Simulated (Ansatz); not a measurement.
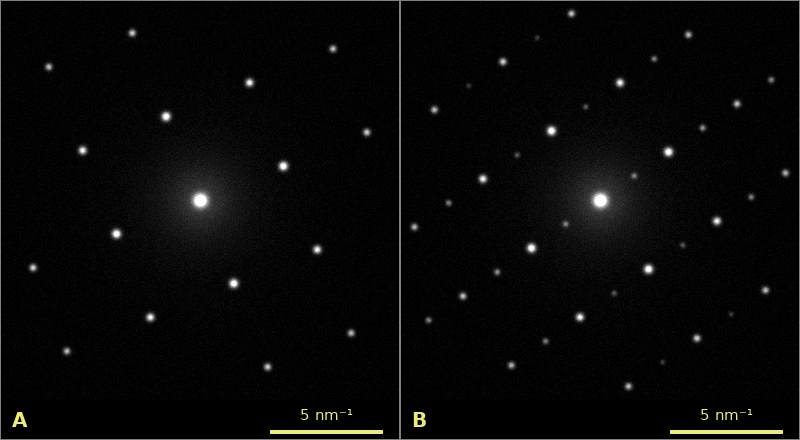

Kinematic electron diffraction patterns (120 kV, B = 0.5 Å², same scale, each along a low-index zone) of two structures of composition Hf, each relaxed at zero pressure with DFT PBEsol, scalar-relativistic, plane waves, PAW in Ansatz.

The structures (standard cells):
1. Fmmm (No. 69), a = 3.145 Å, b = 5.263 Å, c = 10.621 Å, 8 atoms; generated start, possibly hypothetical
2. Im-3m (No. 229), a = 3.490 Å, 2 atoms; generated start, possibly hypothetical

**Which pattern belongs to which structure, and along which zone?**

A is structure 2 along [001] or an equivalent direction: square net of 1 -1 0 at d = 2.47 Å and 1 1 0 at d = 2.47 Å, 90.0° apart. B is structure 1 along [100]: rectangular net of 0 0 2 at d = 5.31 Å and 0 2 0 at d = 2.63 Å, 90.0° apart (some points of this net are extinct or too weak to see).

**Which structure lies lowest at this level of theory, and by how much?**

Structure 2 (Im-3m, 21.25 Å³ an atom) is the lowest of these; structure 1 (Fmmm, 21.97 Å³ an atom) lies about 84 meV an atom higher. These are static energies at 0 K; other structures, not shown, may lie lower still.
